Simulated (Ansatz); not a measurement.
# Run report: SiO2, geometry relaxation (part 1 of 2)

SiO2 (P6₅22, 18 atoms in the cell), computed with DFT LDA, scalar-relativistic, plane waves, PAW, no spin polarisation (Ansatz 0.2.0).

The structure derives from a Materials Project entry. It belongs to a series of runs on one base structure; here: volume × 1.10, shape and atoms relaxed.

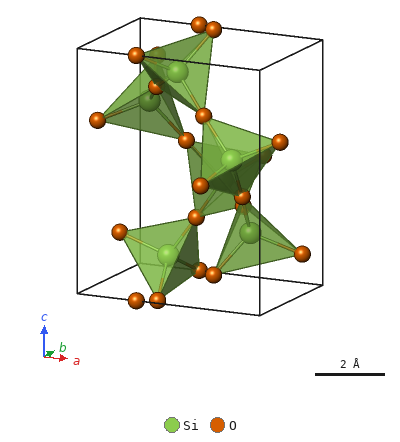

Fig. 1: The starting structure (polyhedral view of the cell of the calculation, seen slightly off an axis; polyhedra are completed across the faces of the cell). An atom can appear more than once, as a periodic image.

### Input file
```yaml
crystal:
  lattice:
    - [7.4883174664, 0.0, 0.0]
    - [-3.7441587332, 6.4850731575, 0.0]
    - [0.0, 0.0, 7.2614953291]
  atoms:
    - { symbol: Si, position: [0.531262203, 0.7656311015, 0.4166666667] }
    - { symbol: Si, position: [0.468737797, 0.2343688985, 0.9166666667] }
    - { symbol: Si, position: [0.2343688985, 0.468737797, 0.75] }
    - { symbol: Si, position: [0.7656311015, 0.2343688985, 0.5833333333] }
    - { symbol: Si, position: [0.7656311015, 0.531262203, 0.25] }
    - { symbol: Si, position: [0.2343688985, 0.7656311015, 0.0833333333] }
    - { symbol: O, position: [0.6141848532, 0.3858151468, 0.0833333333] }
    - { symbol: O, position: [0.0, 0.6765462893, 0.1666666667] }
    - { symbol: O, position: [0.7716302936, 0.3858151468, 0.4166666667] }
    - { symbol: O, position: [0.6765462893, 0.6765462893, 0.3333333333] }
    - { symbol: O, position: [0.3234537107, 0.3234537107, 0.8333333333] }
    - { symbol: O, position: [0.6141848532, 0.2283697064, 0.75] }
    - { symbol: O, position: [0.2283697064, 0.6141848532, 0.9166666667] }
    - { symbol: O, position: [0.3234537107, 0.0, 0.0] }
    - { symbol: O, position: [0.0, 0.3234537107, 0.6666666667] }
    - { symbol: O, position: [0.3858151468, 0.7716302936, 0.25] }
    - { symbol: O, position: [0.3858151468, 0.6141848532, 0.5833333333] }
    - { symbol: O, position: [0.6765462893, 0.0, 0.5] }
basis:
  ecutwfc: 420
kpoints:
  mp_grid: { grid: [6, 6, 4] }
hamiltonian:
  xc: lda
scf:
  occupations: { method: gaussian, width: 0.02 }
output:
  forces: true
  stress: true
  eigenvalues: true
relax:
  adjacent_minimum: "off"
  f_tol: 0.01
  max_steps: 30
  cell: { stress_tol: 0.1, fix: [volume] }
```

Hardware: 4 threads of Intel Xeon @ 2.50GHz (Skylake/Cascade Lake), 189 GiB of memory available, shared host.

Command:
```bash
ansatz run input.yaml --threads 4 --pin off --max-ram 10240MiB --backend cpu --events-out ev --progress --plain --runs-dir out
```

### What the program printed
```
Engine: ansatz 0.2.0, x86_64-unknown-linux-gnu
Pseudopotentials: kind: paw
Pseudopotential: Si, paw, valence charge 4, recommended cutoff 420 eV (normal), Si.paw.azcp
Pseudopotential: O, paw, valence charge 6, recommended cutoff 420 eV (normal), O.paw.azcp
Functional definition: SPW92
  exchange = slater_x
  correlation = pw_c
Crystal: 18 atoms, lattice volume = 352.635 Å³
Basis set: ecut = 420 eV, 6901 PW (Γ)
Bands: 66, of which v1, the nominal top of the filled ones, is band 48 counted from 1 (47 counted from 0)
Symmetry: 12 space group operations
Space group: P6522 (ITA 179), of the structure as read, at distance tolerance 7.1e-5 Å
k-points: 21 of 144 (time reversal used)
Non-local potential: Si, projectors of the file, l = 0: 2, l = 1: 2, l = 2: 2
Non-local potential: O, projectors of the file, l = 0: 2, l = 1: 2, l = 2: 1
PAW form: soft (Blöchl's): semilocal exchange-correlation on the pseudo side does not see the compensation charge
PAW frozen core: Si, regenerated for the run's functional, and the local potential with it (the file was generated under x = pbe(κ = 0.804, μ = 0.2195149727645171), c = pbe(β = 0.06672455060314922))
PAW frozen core: O, regenerated for the run's functional, and the local potential with it (the file was generated under x = pbe(κ = 0.804, μ = 0.2195149727645171), c = pbe(β = 0.06672455060314922))
PAW one-centre angular grid: Si, 110 points (default); XC on 64 Gauss nodes
PAW one-centre angular grid: O, 110 points (default); XC on 64 Gauss nodes
Initial density: superposition of atomic densities (neutral atoms: chi_scale 0, normalization atom), corrected by the library's trained network
Initial wavefunctions: pseudopotential atomic-orbital guess
Functional: x = slater, c = lda
SCF iter   1: F=—  HF=-10334.865799 eV  |F-HF|=—  |Δ(HF+E_count)|=         —  Δρ=1.14e-2  dr2=4.18e-1  ethr=1.77e-3  ⟨swp⟩=7.7  Hψ=7353  notcnv=0  defer=68
preconditioner: auto → Resta (q_TF=auto, 2.196 Å⁻¹)  ε∞=2.6  [insulator: Δε(μ)=5.068 eV  Ē_g=15.480 eV  σ=0.020 eV  W_gap=1.00  n_scr=70 (ndim 8)  ℏωp=19.4 eV  f_vac=0.371  D(μ)=0.00/eV (n_scr^D=0)  ε∞_Penn≈2.6  vacuum switching on, ρ_ref=1.7e-2 e/Å³]
SCF iter   2: F=—  HF=-10334.750283 eV  |F-HF|=—  |Δ(HF+E_count)|=   1.16e-1  Δρ=3.27e-3  dr2=1.21e-2  ethr=4.35e-4  ⟨swp⟩=2.0  Hψ=2476  notcnv=0  defer=255
SCF iter   3: F=—  HF=-10334.746683 eV  |F-HF|=—  |Δ(HF+E_count)|=   3.60e-3  Δρ=1.25e-3  dr2=3.19e-3  ethr=1.26e-5  ⟨swp⟩=2.0  Hψ=2010  notcnv=0  defer=255
SCF iter   4: F=—  HF=-10334.745642 eV  |F-HF|=—  |Δ(HF+E_count)|=   1.04e-3  Δρ=2.67e-4  dr2=1.86e-4  ethr=3.32e-6  ⟨swp⟩=3.0  Hψ=2063  notcnv=0  defer=255
SCF iter   5: F=—  HF=-10334.745597 eV  |F-HF|=—  |Δ(HF+E_count)|=   4.42e-5  Δρ=9.35e-5  dr2=2.44e-5  ethr=1.94e-7  ⟨swp⟩=2.0  Hψ=1861  notcnv=0  defer=255
SCF iter   6: F=—  HF=-10334.745322 eV  |F-HF|=—  |Δ(HF+E_count)|=   2.76e-4  Δρ=1.32e-5  dr2=4.92e-7  ethr=2.54e-8  ⟨swp⟩=2.0  Hψ=1892  notcnv=0  defer=255
SCF iter   7: F=-10334.745322 eV  HF=-10334.745322 eV  |F-HF|=4.67e-9  |Δ(HF+E_count)|=   2.81e-7  Δρ=2.16e-6  dr2=8.72e-9  ethr=1.04e-10  ⟨swp⟩=16.9  Hψ=8526  notcnv=0
SCF 1 converged in 7 iterations: F = -10334.745322 eV  dr2 = 8.72e-9
  greatest PAW one-centre occupation: 0.850 electrons in one spin orbital (limit 2), on the O atom at site 16 (counted from 0), in its partial waves of l = 0
relax step   1: F+E_penalty+E_count = -10334.74532184 eV  Δ(F+E_penalty+E_count) = +0.000e0 eV  max|allowed force component| = 1.469e-1 eV/Å  Δτ_max = 0.0000 Å  P = -10.880 GPa  Ω = 352.635 Å³  fix = [volume]  reactions: volume -10.880 GPa  (7 SCF iters, dr2 threshold 1.00e-7 eV, accepted)
Basis set: ecut = 420 eV, 6925 PW (Γ)
Initial density: handed on by an earlier stage of this run
Initial wavefunctions: those handed on with the density
iter 1 solved again at ethr=9.19e-7 eV; its pass at ethr=3.10e-3 eV (dr2=8.82e-4 eV) is discarded
SCF iter   1: F=—  HF=-10334.751696 eV  |F-HF|=—  |Δ(HF+E_count)|=         —  Δρ=6.33e-4  dr2=9.81e-4  ethr=9.19e-7  ⟨swp⟩=5.0  Hψ=6210  notcnv=0
preconditioner: auto → Resta (q_TF=auto, 2.196 Å⁻¹)  ε∞=2.5  [insulator: Δε(μ)=5.228 eV  Ē_g=15.608 eV  σ=0.020 eV  W_gap=1.00  n_scr=70 (ndim 8)  ℏωp=19.4 eV  f_vac=0.366  D(μ)=0.00/eV (n_scr^D=0)  ε∞_Penn≈2.5  vacuum switching on, ρ_ref=1.8e-2 e/Å³]
SCF iter   2: F=—  HF=-10334.751403 eV  |F-HF|=—  |Δ(HF+E_count)|=   2.93e-4  Δρ=2.89e-4  dr2=1.72e-4  ethr=9.19e-7  ⟨swp⟩=2.1  Hψ=2000  notcnv=0
SCF iter   3: F=—  HF=-10334.751360 eV  |F-HF|=—  |Δ(HF+E_count)|=   4.31e-5  Δρ=1.39e-4  dr2=4.24e-5  ethr=1.80e-7  ⟨swp⟩=2.0  Hψ=2142  notcnv=0
SCF iter   4: F=—  HF=-10334.751350 eV  |F-HF|=—  |Δ(HF+E_count)|=   9.48e-6  Δρ=2.56e-5  dr2=1.35e-6  ethr=1.41e-9  ⟨swp⟩=11.4  Hψ=9289  notcnv=0
SCF iter   5: F=-10334.751350 eV  HF=-10334.751350 eV  |F-HF|=1.65e-7  |Δ(HF+E_count)|=   1.16e-7  Δρ=9.75e-6  dr2=2.24e-7  ethr=1.41e-9  ⟨swp⟩=4.4  Hψ=4374  notcnv=0
SCF 2 converged in 5 iterations: F = -10334.751350 eV  dr2 = 2.24e-7
relax step   2: F+E_penalty+E_count = -10334.75135029 eV  Δ(F+E_penalty+E_count) = -6.028e-3 eV  max|allowed force component| = 1.194e-1 eV/Å  Δτ_max = 0.0065 Å  P = -10.799 GPa  Ω = 352.635 Å³  energy of the carried Pulay correction = +7.976e-15 eV  fix = [volume]  reactions: volume -10.799 GPa  (5 SCF iters, dr2 threshold 1.35e-6 eV, accepted)
Basis set: ecut = 420 eV, 6937 PW (Γ)
iter 1 solved again at ethr=8.28e-6 eV; its pass at ethr=3.10e-3 eV (dr2=7.95e-3 eV) is discarded
SCF iter   1: F=—  HF=-10334.763204 eV  |F-HF|=—  |Δ(HF+E_count)|=         —  Δρ=1.81e-3  dr2=9.25e-3  ethr=8.28e-6  ⟨swp⟩=6.6  Hψ=7027  notcnv=0
preconditioner: auto → Resta (q_TF=auto, 2.196 Å⁻¹)  ε∞=2.5  [insulator: Δε(μ)=5.236 eV  Ē_g=15.626 eV  σ=0.020 eV  W_gap=1.00  n_scr=70 (ndim 8)  ℏωp=19.4 eV  f_vac=0.367  D(μ)=0.00/eV (n_scr^D=0)  ε∞_Penn≈2.5  vacuum switching on, ρ_ref=1.8e-2 e/Å³]
SCF iter   2: F=—  HF=-10334.760147 eV  |F-HF|=—  |Δ(HF+E_count)|=   3.06e-3  Δρ=8.27e-4  dr2=1.56e-3  ethr=8.28e-6  ⟨swp⟩=3.0  Hψ=2494  notcnv=0
SCF iter   3: F=—  HF=-10334.759680 eV  |F-HF|=—  |Δ(HF+E_count)|=   4.67e-4  Δρ=3.56e-4  dr2=2.89e-4  ethr=1.63e-6  ⟨swp⟩=2.0  Hψ=2224  notcnv=0
SCF iter   4: F=—  HF=-10334.759340 eV  |F-HF|=—  |Δ(HF+E_count)|=   3.40e-4  Δρ=7.65e-5  dr2=8.69e-6  ethr=3.01e-7  ⟨swp⟩=2.0  Hψ=2088  notcnv=0
SCF iter   5: F=—  HF=-10334.759342 eV  |F-HF|=—  |Δ(HF+E_count)|=   2.38e-6  Δρ=2.48e-5  dr2=1.44e-6  ethr=9.28e-10  ⟨swp⟩=12.8  Hψ=8281  notcnv=0
SCF iter   6: F=-10334.759342 eV  HF=-10334.759342 eV  |F-HF|=9.64e-11  |Δ(HF+E_count)|=   2.70e-7  Δρ=4.63e-6  dr2=5.44e-8  ethr=9.28e-10  ⟨swp⟩=4.4  Hψ=4573  notcnv=0
SCF 3 converged in 6 iterations: F = -10334.759342 eV  dr2 = 5.44e-8
relax step   3: F+E_penalty+E_count = -10334.75934218 eV  Δ(F+E_penalty+E_count) = -7.992e-3 eV  max|allowed force component| = 5.826e-3 eV/Å  Δτ_max = 0.0207 Å  P = -10.560 GPa  Ω = 352.635 Å³  fix = [volume]  reactions: volume -10.560 GPa  (6 SCF iters, dr2 threshold 8.90e-7 eV, accepted)
Initial wavefunctions: pseudopotential atomic-orbital guess (no wavefunctions were taken with the density)
iter 1 solved again at ethr=6.11e-7 eV; its pass at ethr=3.10e-3 eV (dr2=5.86e-4 eV) is discarded
SCF iter   1: F=—  HF=-10334.759161 eV  |F-HF|=—  |Δ(HF+E_count)|=         —  Δρ=4.14e-5  dr2=2.75e-7  ethr=6.11e-7  ⟨swp⟩=5.8  Hψ=11184  notcnv=0
eigensolver tolerance schedule: the retry pair's looser diagonalisation over-reported the residual by 2134.56 of it (diagonalisation noise at 0.73 of the residual, at the tolerance the schedule requests for it); recorded, not acted on — ethr = c·dr2/N_el stays at c = 1.0e-1
preconditioner: auto → Resta (q_TF=auto, 2.196 Å⁻¹)  ε∞=2.5  [insulator: Δε(μ)=5.227 eV  Ē_g=15.619 eV  σ=0.020 eV  W_gap=1.00  n_scr=70 (ndim 8)  ℏωp=19.4 eV  f_vac=0.367  D(μ)=0.00/eV (n_scr^D=0)  ε∞_Penn≈2.5  vacuum switching on, ρ_ref=1.8e-2 e/Å³]
SCF iter   2: F=—  HF=-10334.758917 eV  |F-HF|=—  |Δ(HF+E_count)|=   2.44e-4  Δρ=2.08e-5  dr2=7.72e-8  ethr=2.86e-10  ⟨swp⟩=3.1  Hψ=2999  notcnv=0
SCF iter   3: F=—  HF=-10334.758928 eV  |F-HF|=—  |Δ(HF+E_count)|=   1.05e-5  Δρ=4.06e-6  dr2=3.26e-8  ethr=8.04e-11  ⟨swp⟩=2.0  Hψ=2246  notcnv=0
SCF iter   4: F=-10334.758928 eV  HF=-10334.758928 eV  |F-HF|=7.53e-10  |Δ(HF+E_count)|=   6.77e-8  Δρ=5.50e-7  dr2=6.00e-10  ethr=1.00e-12  ⟨swp⟩=6.7  Hψ=7391  notcnv=0
SCF 4 converged in 4 iterations: F = -10334.758928 eV  dr2 = 6.00e-10
relax step   4: F+E_penalty+E_count = -10334.75892795 eV  Δ(F+E_penalty+E_count) = +4.142e-4 eV  max|allowed force component| = 5.752e-3 eV/Å  Δτ_max = 0.0000 Å  P = -10.560 GPa  Ω = 352.635 Å³  fix = [volume]  reactions: volume -10.560 GPa  stress off target by 1.08e-2 GPa on what of the cell is left free  SCF on the basis re-selected at this cell (its energy is not comparable with the rows above)  (4 SCF iters)
```

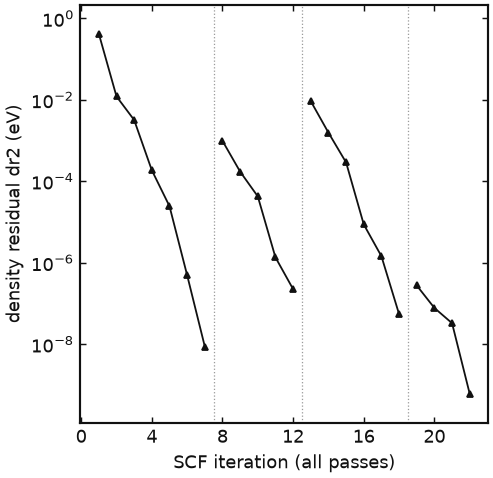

Fig. 2: Convergence of the self-consistent field: density residual dr2 against the SCF iteration. The dotted lines part the SCF passes of the relaxation: geometry steps, rejected trials and re-solves on a re-selected basis. The passes take 7, 5, 6 and 4 iterations.

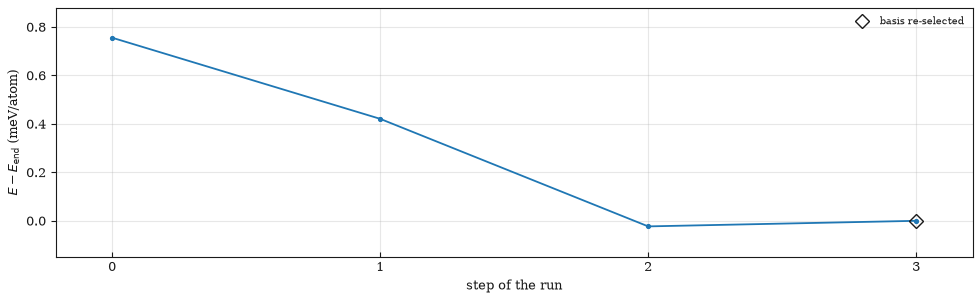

Fig. 3: Progress of the relaxation, step by step (the first geometry is step 0 here and step 1 in the log).

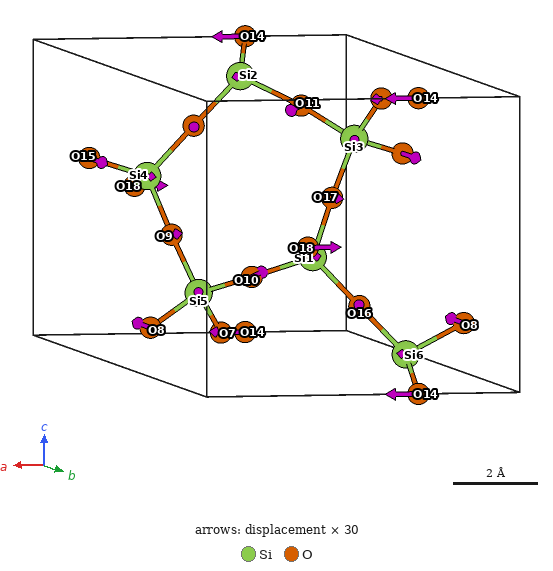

Fig. 4: The starting structure with the displacements as pink arrows, magnified 30 times (ball-and-stick view of the cell of the calculation, seen at an oblique angle). After 2 geometry steps the energy has fallen by 0.8 meV per atom. Largest force component: 0.15 eV/Å at the start, 0.0058 eV/Å at the end. Pressure: −10.88 GPa at the start and −10.56 GPa at the end. The largest moves relative to the cell, 0.027 Å, are those of O8, O10, O11, O14, O15 and O18. By element the largest moves are O 0.027 Å, Si 0.009 Å. The drawn cell changes at constant volume: a = b 7.488 → 7.481 Å (−0.1 %), c 7.261 → 7.276 Å (+0.2 %). Distances before and after: Si1–O16 1.644 → 1.640 Å. The space group stays P6_522 (No. 179). A last SCF at the same geometry on a re-selected plane-wave basis shifts the energy by +0.0 meV per atom. (Atoms are counted from 1 in the order of the input.)

```
basis re-selected at this cell: Δ(F+E_penalty+E_count) = +4.142e-4 eV, ΔP = +0.000 GPa vs the last step (what re-selecting the basis moved, of the pressure what is left beyond the Pulay correction that the steps carried, after the strain that the cell walked since its last selection, with what the two solves' SCF thresholds leave and, on support functions, any second-order correction that the steps lacked; it is no measure of the basis error at this ecutwfc). This SCF's stress stands 1.08e-2 GPa from its target on what of the cell is left free (relax.cell.stress_tol is 1.00e-1 GPa) and its largest allowed force component is 5.75e-3 eV/Å (relax.f_tol is 1.00e-2 eV/Å): within both
SCF converged after 4 iterations
Free energy (F): -10334.758928 eV
Harris-Foulkes:  -10334.758928 eV  (|F-HF|=7.53e-10)
Internal energy: -10334.758928 eV  (E = F + TS)
E sigma→0 (E₀):  -10334.758928 eV
Fermi energy:    1.290696 eV
--- Per-component energies (eV) ---
  E_band       = -761.779227
  E_kinetic    = 2374.371576
  E_local      = -8847.909266  (includes V_loc(G=0)·N_el)
  E_nonlocal   = 742.780070
  E_hartree    = 3419.084266
  E_xc         = -1193.402204
  E_vxc        = -1395.799054  (∫ρ·V_xc dr)
  E_paw        = -4694.779411  (= ΣΔE_a)
  E_vpaw       = -473.424013  (= ΣTr[D̂ρ^β])
  E_aug_tail   = 0.031559  (compensation charges beyond the density's cutoff)
  E_ewald      = -2136.604561
  E_core_change = 1.669042  (= ΣΔE_core)
  E_smearing   = -0.000000  (= −TS)
  E_closure    = 0.000000  (closes the sum)
  Σ components = -10334.758928   (vs F -10334.758928, Δ=0.00e0)
```
